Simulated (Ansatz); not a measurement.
**Run report: TaN, single-point calculation (part 3 of 3)**

TaN (4 atoms in the cell); DFT PBE+U, scalar-relativistic, plane waves, PAW, Ueff = 6 eV on Ta atom 1 d; Ueff = 6 eV on Ta atom 3 d, spin-polarised (Ansatz 0.2.0); cutoff 420 eV, 7×7×7 k-mesh, Gaussian smearing of 0.05 eV, collinear spins. The structure derives from an entry of the Crystallography Open Database. It belongs to a series of runs on one base structure; here: ferromagnetic start, free, natural orbitals of the symmetric run filled by rank.

Geometry of the input (Å; fractional positions):
```
0.0000  2.1790  2.1790
2.1790  0.0000  2.1790
4.3580  4.3580  0.0000
Ta 0.5000  0.5000  0.2500
N  0.0000  0.0000  0.0000
Ta 0.5000  0.5000  0.7500
N  -0.0000  0.0000  0.5000
```

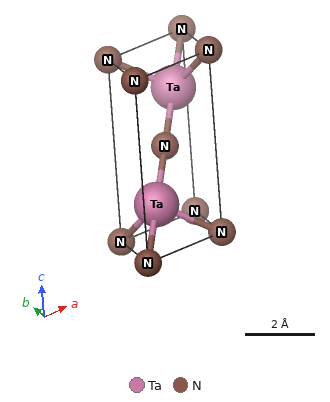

The structure (ball-and-stick view of the reduced cell, seen slightly off an axis).

What the program printed, continued
```
--- Per-component energies (eV) ---
  E_band       = -61.866981
  E_kinetic    = 1011.681311
  E_local      = -1132.977815  (includes V_loc(G=0)·N_el)
  E_nonlocal   = 120.887989
  E_hartree    = 385.558997
  E_xc         = -562.731694
  E_vxc        = -568.478351  (∫ρ·V_xc dr)
  E_hubbard    = 12.209639  (on-site DFT+U / exact-exchange correction)
  E_vhub       = 2.222027  (the Hubbard potential's part of the band-sum identity)
  E_paw        = -17049.614703  (= ΣΔE_a)
  E_vpaw       = -266.320607  (= ΣTr[D̂ρ^β])
  E_aug_tail   = 0.000492  (compensation charges beyond the density's cutoff)
  E_ewald      = -3407.039047
  E_smearing   = -0.000734  (= −TS)
  E_closure    = 0.000000  (closes the sum)
  Σ components = -20622.025566   (vs F -20622.025566, Δ=0.00e0)
--- Specified on-site occupations, and those of the state reported ---
  electrons in the specified blocks: 4.2000 specified, 7.3990 found
  site 0 (l=d) ↓: largest change of an orbital's occupation 0.7820; electrons 0.1000 specified, 1.8785 found; spectral distance 0.9277
  site 2 (l=d) ↓: largest change of an orbital's occupation 0.7820; electrons 0.1000 specified, 1.8785 found; spectral distance 0.9277
  site 2 (l=d) ↑: largest change of an orbital's occupation 0.4646; electrons 2.0000 specified, 1.8210 found; spectral distance 0.7876
  site 0 (l=d) ↑: largest change of an orbital's occupation 0.4646; electrons 2.0000 specified, 1.8210 found; spectral distance 0.7876
--- Forces (eV/Å), atoms counted from 1 ---
  atom   1  Ta     0.00000000     0.00000000     0.00000000
  atom   2  N     -0.00000000     0.00000000     0.00000000
  atom   3  Ta     0.00000000     0.00000000     0.00000000
  atom   4  N     -0.00000000     0.00000000     0.00000000
  max |Σ_I F_I| component: 1.03e-29 eV/Å
--- Stress (GPa, compression-positive) ---
       30.665757      -3.313702       3.313533
       -3.313700      30.667692       3.313796
        3.313532       3.313797      30.666448
  P = ⅓ Tr σ = 30.6666 GPa (306.666 kbar)
--- Band table (eV; the first three rows and the last of 344) ---
  k-point 0 ↑: bands = ["-47.1710", "-47.0682", "-14.0588", "-13.6280", "-13.6280", "-13.5388", "-13.5388", "-13.1127", "3.5409", "6.8090", "12.4117", "15.1870", "15.1871", "18.7926", "18.7926", "18.8484", "19.9241", "19.9245", "22.0329", "23.7098", "23.7098", "24.1361", "24.1365", "24.2748"]
  k-point 1 ↑: bands = ["-47.1676", "-47.0743", "-14.0152", "-13.6236", "-13.6236", "-13.5433", "-13.5433", "-13.1629", "3.6724", "6.5841", "12.7076", "15.2941", "15.2942", "18.2958", "18.3807", "18.3807", "20.1828", "20.1832", "22.2142", "23.8450", "23.8453", "24.1430", "24.1430", "24.6423"]
  k-point 2 ↑: bands = ["-47.1566", "-47.0907", "-13.8913", "-13.6114", "-13.6114", "-13.5558", "-13.5558", "-13.3016", "4.0504", "6.0229", "13.4822", "15.6108", "15.6108", "17.1192", "17.6004", "17.6005", "20.7038", "20.7042", "22.4747", "23.1218", "23.1221", "23.9912", "25.2223", "25.2223"]
  k-point 171 ↓: bands = ["-47.1188", "-47.1097", "-14.3140", "-14.1831", "-13.8271", "-13.7257", "-13.6168", "-13.5563", "5.5051", "6.6025", "12.6193", "15.2723", "15.5093", "15.8254", "15.8732", "17.3376", "18.7178", "22.2544", "24.6128", "25.1431", "25.5634", "26.8078", "27.0948", "27.8938"]
Occupation matrices written to [file]
--- Löwdin populations: 4 sites ---
  site symbol       q [e]    m [muB]
     0     Ta     12.1100    -0.0574
     1      N      5.8095    -0.0347
     2     Ta     12.1100    -0.0574
     3      N      5.8095    -0.0347
  spilling = 0.004474 (of n_electrons = 36.000000)
--- Occupation matrices: 2 shells (run DFT+U table (all-electron-ortho-atomic); ε = 4.17e-3) ---
  Ta0 d_5D: site group Oh (m-3m); on the run's cell D3d (-3m)
  Ta0 d_5D up     Tr n = 1.8210  λ = 0.244 0.283 0.283 0.505 0.505  [yz 0.33 (T2g 1.00) T2g(1.00)/A1g(1.00) | 2× z2 0.50 (Eg 1.00) Eg(1.00)/Eg(1.00) | 2× xz 0.33 (T2g 1.00) T2g(1.00)/Eg(1.00)]
  Ta0 d_5D dn     Tr n = 1.8785  λ = 0.253 0.253 0.285 0.285 0.802  [2× xz 0.33 (T2g 1.00) T2g(1.00)/Eg(1.00) | 2× x2-y2 0.50 (Eg 1.00) Eg(1.00)/Eg(1.00) | yz 0.33 (T2g 1.00) T2g(1.00)/A1g(1.00)]
  specified occupation → Ta0 d_5D up: matrix, ‖Δ‖_F = 0.7876, Tr Δ = +0.1790, displaced = 0.8397, d_λ = 0.7876; orbital distance = 0.0010
  specified occupation → Ta0 d_5D dn: matrix, ‖Δ‖_F = 0.9277, Tr Δ = -1.7785, displaced = 0.8893, d_λ = 0.9277; orbital distance = 0.0000
  Ta2 d_5D: site group Oh (m-3m); on the run's cell D3d (-3m)
  Ta2 d_5D up     Tr n = 1.8210  λ = 0.244 0.283 0.283 0.505 0.505  [yz 0.33 (T2g 1.00) T2g(1.00)/A1g(1.00) | 2× z2 0.50 (Eg 1.00) Eg(1.00)/Eg(1.00) | 2× xz 0.33 (T2g 1.00) T2g(1.00)/Eg(1.00)]
  Ta2 d_5D dn     Tr n = 1.8785  λ = 0.253 0.253 0.285 0.285 0.802  [2× xz 0.33 (T2g 1.00) T2g(1.00)/Eg(1.00) | 2× x2-y2 0.50 (Eg 1.00) Eg(1.00)/Eg(1.00) | yz 0.33 (T2g 1.00) T2g(1.00)/A1g(1.00)]
  specified occupation → Ta2 d_5D up: matrix, ‖Δ‖_F = 0.7876, Tr Δ = +0.1790, displaced = 0.8397, d_λ = 0.7876; orbital distance = 0.0010
  specified occupation → Ta2 d_5D dn: matrix, ‖Δ‖_F = 0.9277, Tr Δ = -1.7785, displaced = 0.8893, d_λ = 0.9277; orbital distance = 0.0000
  Tr n, λ and their labels are of the run-group-symmetrised matrices; stabiliser: 24 of 48 elements of G0×{1,Θ} (closed), max defect 9.6e-5 at τ = 8.8e-4
```

Key numbers

- outcome: converged
- space group (tolerance 0.01 Å): Fm-3m (225)
- electrons treated: 36
- free energy: −20622.0256 eV
- Fermi energy: 22.468 eV
- gap on the k-point mesh: none (metallic)
- net moment of the cell: −0.18 μB
- integrated absolute moment: 1.13 μB
- pressure: 30.67 GPa
- largest force (length of the vector): under 0.001 eV/Å
- hardware: 2 threads of Intel Xeon @ 2.50GHz (Skylake/Cascade Lake), 192 GiB of memory available, shared host
- wall time: 2.4 min (CPU time 4.3 min)
- peak memory: 0.69 GiB

The program warns: the typed occupations were not kept; the occupation matrices lower the symmetry. Spin–orbit coupling is left out, which matters for Ta. The cell is under a pressure of 31 GPa at this level, so it is not at its equilibrium volume.
